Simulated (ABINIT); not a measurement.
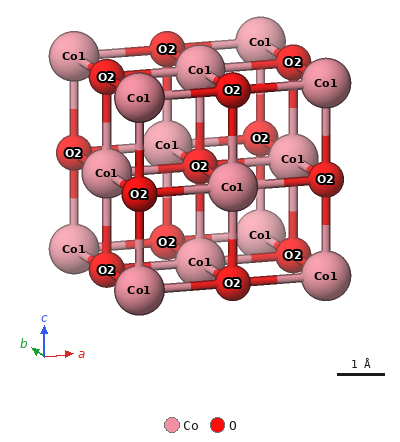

Figure 1. The starting structure (ball-and-stick view of the cell 4 times as large as that of the calculation, set on its symmetry axes, seen slightly off an axis; atoms are numbered from 1 in the order of the input). An atom can appear more than once, as a periodic image. Near neighbours in the periodic cell (some may lie outside the picture): Co has 6 O at 2.13 Å; O has 6 Co at 2.13 Å.

**Run report: CoO, geometry relaxation (part 1 of 2)**

The run: geometry relaxation of CoO (Fm-3m, 2 atoms in the cell). Method and program: Kohn-Sham DFT of a periodic cell, PBE, PseudoDojo NC SR PBE v0.4.1 standard, spin-polarised (ABINIT 10.8.3).

The structure derives from an entry of the Crystallography Open Database.

Input
```
# Pseudopotentials
pp_dirpath "./"
pseudos "Co.upf, O.upf"

# Structure
acell 5.6963832646 5.6963832646 5.6963832646
rprim
     0.0000000000     0.7071067812     0.7071067812
     0.7071067812     0.0000000000     0.7071067812
     0.7071067812     0.7071067812     0.0000000000
ntypat 2
znucl 27 8
natom 2
typat 1 2
chkprim 0
chksymtnons 0
tolsym 1.0e-6
xred
            0.0            0.0            0.0
            1/2            1/2            1/2

# Plane-wave basis
ecut 48.0
ecutsm 0.5

# k points
kptopt 1
ngkpt 8 8 8
nshiftk 1
shiftk 0.0 0.0 0.0

# Exchange and correlation
ixc 11

# Bands and occupations
nband 16
occopt 3
tsmear 0.00183747

# Spin
nsppol 2
spinat
     0.0000000000     0.0000000000     2.0000000000
     0.0000000000     0.0000000000     0.0000000000

# SCF cycle
nstep 80
tolvrs 1.0e-12

# Output
iomode 3
prteig 0
prtebands 0
prtwf 0
prtden 0

# Relaxation
ionmov 2
optcell 2
ntime 50
tolmxf 2.0e-5
dilatmx 1.08
```

Run as:
```bash
mpirun --bind-to none -np 4 abinit run.abi > log 2>&1
```

Output
```
.Version 10.8.3 of ABINIT
 Symmetries : space group Fm -3 m (#225); Bravais cF (face-center cubic)
================================================================================
 Values of the parameters that define the memory need of the present run
     intxc =       0    ionmov =       2      iscf =       7    lmnmax =       6
     lnmax =       6     mgfft =      40  mpssoang =       3    mqgrid =    3001
     natom =       2  nloc_mem =       1    nspden =       2   nspinor =       1
    nsppol =       2      nsym =      48    n1xccc =    2501    ntypat =       2
    occopt =       3   xclevel =       2
       mpw =        2655          nfft =       64000          nkpt =          29
================================================================================
================================================================================

--------------------------------------------------------------------------------
------------- Echo of variables that govern the present computation ------------
--------------------------------------------------------------------------------
 -outvars: echo values of preprocessed input variables --------
            acell      5.6963832646E+00  5.6963832646E+00  5.6963832646E+00 Bohr
              amu      5.89332000E+01  1.59994000E+01
          chkprim           0
      chksymtnons           0
          dilatmx      1.08000000E+00
             ecut      4.80000000E+01 Hartree
           ecutsm      5.00000000E-01 Hartree
           ionmov           2
              ixc          11
         kptrlatt        8    0    0      0    8    0      0    0    8
          kptrlen      4.55710661E+01
            natom           2
            nband          16
            ngfft          40      40      40
             nkpt          29
           nspden           2
           nsppol           2
            nstep          80
             nsym          48
            ntime          50
           ntypat           2
           occopt           3
          optcell           2
           prtden           0
        prtebands           0
           prteig           0
            prtwf           0
            rprim      0.0000000000E+00  7.0710678120E-01  7.0710678120E-01
                       7.0710678120E-01  0.0000000000E+00  7.0710678120E-01
                       7.0710678120E-01  7.0710678120E-01  0.0000000000E+00
          spgroup         225
           spinat      0.0000000000E+00  0.0000000000E+00  2.0000000000E+00
                       0.0000000000E+00  0.0000000000E+00  0.0000000000E+00
           tolmxf      2.00000000E-05
           tolsym      1.00000000E-06
           tolvrs      1.00000000E-12
           tsmear      1.83747000E-03 Hartree
            typat      1  2
           xangst      0.0000000000E+00  0.0000000000E+00  0.0000000000E+00
                       2.1314999986E+00  2.1314999986E+00  2.1314999986E+00
            xcart      0.0000000000E+00  0.0000000000E+00  0.0000000000E+00
                       4.0279512347E+00  4.0279512347E+00  4.0279512347E+00
             xred      0.0000000000E+00  0.0000000000E+00  0.0000000000E+00
                       5.0000000000E-01  5.0000000000E-01  5.0000000000E-01
            znucl       27.00000    8.00000

================================================================================

 chkinp: Checking input parameters for consistency.

================================================================================
== DATASET  1 ==================================================================

--- !DatasetInfo
iteration_state: {dtset: 1, }
dimensions: {natom: 2, nkpt: 29, mband: 16, nsppol: 2, nspinor: 1, nspden: 2, mpw: 2655, }
cutoff_energies: {ecut:  48.0, pawecutdg:  -1.0, }
electrons: {nelect:   2.30000000E+01, charge:   0.00000000E+00, occopt:   3.00000000E+00, tsmear:   1.83747000E-03, }
meta: {optdriver: 0, ionmov: 2, optcell: 2, iscf: 7, paral_kgb: 0, }
...

 Exchange-correlation functional for the present dataset will be:
  GGA: Perdew-Burke-Ernzerhof functional - ixc=11
  J.P.Perdew, K.Burke, M.Ernzerhof, PRL 77, 3865 (1996)

 Real(R)+Recip(G) space primitive vectors, cartesian coordinates (Bohr,Bohr^-1):
 R(1)=  0.0000000  4.0279512  4.0279512  G(1)= -0.1241326  0.1241326  0.1241326
 R(2)=  4.0279512  0.0000000  4.0279512  G(2)=  0.1241326 -0.1241326  0.1241326
 R(3)=  4.0279512  4.0279512  0.0000000  G(3)=  0.1241326  0.1241326 -0.1241326
 Unit cell volume ucvol=  1.3070211E+02 bohr^3
 Angles (23,13,12)=  6.00000000E+01  6.00000000E+01  6.00000000E+01 degrees

 getcut: wavevector=  0.0000  0.0000  0.0000  ngfft=  40  40  40
         ecut(hartree)=     55.987   => boxcut(ratio)=   2.08474

--- Pseudopotential description ------------------------------------------------
- pspini: atom type   1  psp file is ./Co.upf
  27.00000  17.00000  171031                  znucl, zion, pspdat
12 -101130 2 -1 1388                          pspcod,pspxc,lmax,lloc,mmax
     nproj     2     2     2

- pspini: atom type   2  psp file is ./O.upf
   8.00000   6.00000  171031                  znucl, zion, pspdat
12 -101130 2 -1 936                           pspcod,pspxc,lmax,lloc,mmax
     nproj     2     2     1

   5.73657303E+02                                ecore*ucvol(ha*bohr**3)
--------------------------------------------------------------------------------

================================================================================

=== [ionmov= 2] Broyden-Fletcher-Goldfarb-Shanno method (forces)
================================================================================

--- Iteration: ( 1/50) Internal Cycle: (1/1)
--------------------------------------------------------------------------------

---SELF-CONSISTENT-FIELD CONVERGENCE--------------------------------------------

--- !BeginCycle
iteration_state: {dtset: 1, itime: 1, icycle: 1, }
solver: {iscf: 7, nstep: 80, nline: 4, wfoptalg: 0, }
tolerances: {tolvrs: 1.00E-12, }
...

     iter   Etot(hartree)      deltaE(h)  residm     vres2   difmagsph maxmagsph
 ETOT  1  -169.30188637430    -1.693E+02 3.619E-01 7.213E+02 1.937E+00 1.937E+00
 ETOT  2  -168.96484147109     3.370E-01 8.628E-03 7.342E+03 8.501E-01 1.087E+00
 ETOT  3  -169.51066011524    -5.458E-01 6.297E-03 2.471E+02 1.160E+00 2.247E+00
 ETOT  4  -169.52927878995    -1.862E-02 2.286E-03 4.503E+01 1.012E-01 2.349E+00
 ETOT  5  -169.53148781073    -2.209E-03 1.825E-03 2.834E+01 1.803E-01 2.529E+00
 ETOT  6  -169.53316730030    -1.679E-03 6.397E-04 4.808E+00 5.004E-02 2.579E+00
 ETOT  7  -169.53349824454    -3.309E-04 5.359E-04 9.707E-02 1.957E-02 2.585E+00
 ETOT  8  -169.53350455947    -6.315E-06 1.467E-04 6.313E-02 7.346E-03 2.588E+00
 ETOT  9  -169.53350828422    -3.725E-06 1.528E-04 4.276E-03 6.997E-04 2.587E+00
 ETOT 10  -169.53350850777    -2.236E-07 3.690E-05 8.888E-04 2.695E-04 2.588E+00
 ETOT 11  -169.53350856604    -5.827E-08 4.409E-05 2.908E-06 2.668E-04 2.588E+00
 ETOT 12  -169.53350856627    -2.264E-10 1.054E-05 6.707E-07 4.276E-05 2.588E+00
 ETOT 13  -169.53350856631    -4.087E-11 1.256E-05 1.348E-09 1.054E-05 2.588E+00
 ETOT 14  -169.53350856631    -6.850E-12 3.000E-06 7.319E-11 1.306E-06 2.588E+00
 ETOT 15  -169.53350856631     4.121E-12 3.605E-06 2.159E-11 7.997E-08 2.588E+00
 ETOT 16  -169.53350856632    -8.896E-12 8.552E-07 4.769E-13 2.770E-08 2.588E+00

 At SCF step   16       vres2   =  4.77E-13 < tolvrs=  1.00E-12 =>converged.

 Cartesian components of stress tensor (hartree/bohr^3)
  sigma(1 1)=  6.73111846E-05  sigma(3 2)=  0.00000000E+00
  sigma(2 2)=  6.73111846E-05  sigma(3 1)=  0.00000000E+00
  sigma(3 3)=  6.73111846E-05  sigma(2 1)=  0.00000000E+00

--- !ResultsGS
iteration_state: {dtset: 1, itime: 1, icycle: 1, }
comment   : Summary of ground state results
lattice_vectors:
- [  0.0000000,   4.0279512,   4.0279512, ]
- [  4.0279512,   0.0000000,   4.0279512, ]
- [  4.0279512,   4.0279512,   0.0000000, ]
lattice_lengths: [   5.69638,    5.69638,    5.69638, ]
lattice_angles: [ 60.000,  60.000,  60.000, ] # degrees, (23, 13, 12)
lattice_volume:   1.3070211E+02
convergence: {deltae: -8.896E-12, res2:  4.769E-13, residm:  8.552E-07, diffor: null, }
etotal    :  -1.69533509E+02
entropy   :   0.00000000E+00
fermie    :   3.28474941E-01
cartesian_stress_tensor: # hartree/bohr^3
- [  6.73111846E-05,   0.00000000E+00,   0.00000000E+00, ]
- [  0.00000000E+00,   6.73111846E-05,   0.00000000E+00, ]
- [  0.00000000E+00,   0.00000000E+00,   6.73111846E-05, ]
pressure_GPa:  -1.9804E+00
xred      :
- [  0.0000E+00,   0.0000E+00,   0.0000E+00, Co]
- [  5.0000E-01,   5.0000E-01,   5.0000E-01,  O]
cartesian_forces: # hartree/bohr
- [ -0.00000000E+00,  -0.00000000E+00,  -0.00000000E+00, ]
- [ -0.00000000E+00,  -0.00000000E+00,  -0.00000000E+00, ]
force_length_stats: {min:   0.00000000E+00, max:   0.00000000E+00, mean:   0.00000000E+00, }
...

 Integrated electronic and magnetization densities in atomic spheres:
 ------------------------------------------------------------------------------------------------------------
 Radius=ratsph(iatom), smearing ratsm=  0.0000. Diff(up-dn)=approximate z local magnetic moment.
    Atom    Radius    up_density   dn_density  Total(up+dn)  Diff(up-dn)
    1 Co   2.00000     8.803291     6.215453     15.018744     2.587837
    2  O   2.00000     3.279782     2.925324      6.205106     0.354458
 ------------------------------------------------------------------------------------------------------------
  Sum:                12.083073     9.140777     21.223850     2.942295
 Total magnetization (from the atomic spheres):                2.942295
 Total magnetization (exact up - dn):                          2.981895

---OUTPUT-----------------------------------------------------------------------

 Cartesian coordinates (xcart) [bohr]
  0.00000000000000E+00  0.00000000000000E+00  0.00000000000000E+00
  4.02795123471285E+00  4.02795123471285E+00  4.02795123471285E+00
 Reduced coordinates (xred)
  0.00000000000000E+00  0.00000000000000E+00  0.00000000000000E+00
  5.00000000000000E-01  5.00000000000000E-01  5.00000000000000E-01
 Cartesian forces (fcart) [Ha/bohr]; max,rms= 0.00000E+00 0.00000E+00 (free atoms)
 -0.00000000000000E+00 -0.00000000000000E+00 -0.00000000000000E+00
 -0.00000000000000E+00 -0.00000000000000E+00 -0.00000000000000E+00
 Gradient of E wrt nuclear positions in reduced coordinates (gred)
  0.00000000000000E+00  0.00000000000000E+00  0.00000000000000E+00
  0.00000000000000E+00  0.00000000000000E+00  0.00000000000000E+00
 Scale of Primitive Cell (acell) [bohr]
  5.69638326460000E+00  5.69638326460000E+00  5.69638326460000E+00
 Real space primitive translations (rprimd) [bohr]
  0.00000000000000E+00  4.02795123471285E+00  4.02795123471285E+00
  4.02795123471285E+00  0.00000000000000E+00  4.02795123471285E+00
  4.02795123471285E+00  4.02795123471285E+00  0.00000000000000E+00
 Unitary Cell Volume (ucvol) [Bohr^3]=  1.30702112723969E+02
 Angles (23,13,12)= [degrees]
  6.00000000000000E+01  6.00000000000000E+01  6.00000000000000E+01
 Lengths [Bohr]
  5.69638326470837E+00  5.69638326470837E+00  5.69638326470837E+00
 Stress tensor in cartesian coordinates (strten) [Ha/bohr^3]
  6.73111845904406E-05  0.00000000000000E+00  0.00000000000000E+00
  0.00000000000000E+00  6.73111845904614E-05  0.00000000000000E+00
  0.00000000000000E+00  0.00000000000000E+00  6.73111845904545E-05
 Total energy (etotal) [Ha]= -1.69533508566320E+02

--- Iteration: ( 2/50) Internal Cycle: (1/1)
--------------------------------------------------------------------------------

---SELF-CONSISTENT-FIELD CONVERGENCE--------------------------------------------

--- !BeginCycle
iteration_state: {dtset: 1, itime: 2, icycle: 1, }
solver: {iscf: 7, nstep: 80, nline: 4, wfoptalg: 0, }
tolerances: {tolvrs: 1.00E-12, }
...

     iter   Etot(hartree)      deltaE(h)  residm     vres2   difmagsph maxmagsph
 ETOT  1  -169.52541961707    -1.695E+02 1.543E-02 1.144E+02 2.449E+00 2.449E+00
 ETOT  2  -169.49722652659     2.819E-02 1.789E-06 5.184E+02 2.343E-01 2.684E+00
 ETOT  3  -169.53343709764    -3.621E-02 7.858E-04 9.282E-01 1.167E-01 2.567E+00
 ETOT  4  -169.53351166620    -7.457E-05 4.327E-06 5.422E-01 1.608E-02 2.583E+00
 ETOT  5  -169.53354402704    -3.236E-05 5.987E-07 4.818E-02 2.065E-03 2.582E+00
 ETOT  6  -169.53354734511    -3.318E-06 1.972E-07 6.978E-04 1.399E-03 2.583E+00
 ETOT  7  -169.53354738459    -3.948E-08 1.419E-08 8.753E-04 1.083E-03 2.584E+00
 ETOT  8  -169.53354744548    -6.089E-08 1.034E-08 4.674E-06 2.433E-04 2.584E+00
 ETOT  9  -169.53354744600    -5.214E-10 3.868E-09 1.008E-06 6.637E-05 2.584E+00
 ETOT 10  -169.53354744608    -7.500E-11 2.550E-09 9.637E-09 9.240E-06 2.584E+00
 ETOT 11  -169.53354744606     1.464E-11 1.129E-09 4.543E-11 2.250E-06 2.584E+00
 ETOT 12  -169.53354744607    -3.809E-12 7.159E-10 4.542E-12 2.397E-07 2.584E+00
 ETOT 13  -169.53354744608    -1.722E-11 3.460E-10 1.273E-12 4.370E-08 2.584E+00
 ETOT 14  -169.53354744607     1.646E-11 1.970E-10 2.547E-14 5.528E-09 2.584E+00

 At SCF step   14       vres2   =  2.55E-14 < tolvrs=  1.00E-12 =>converged.

 Cartesian components of stress tensor (hartree/bohr^3)
  sigma(1 1)=  3.09980549E-05  sigma(3 2)=  0.00000000E+00
  sigma(2 2)=  3.09980549E-05  sigma(3 1)=  0.00000000E+00
  sigma(3 3)=  3.09980549E-05  sigma(2 1)=  0.00000000E+00
```
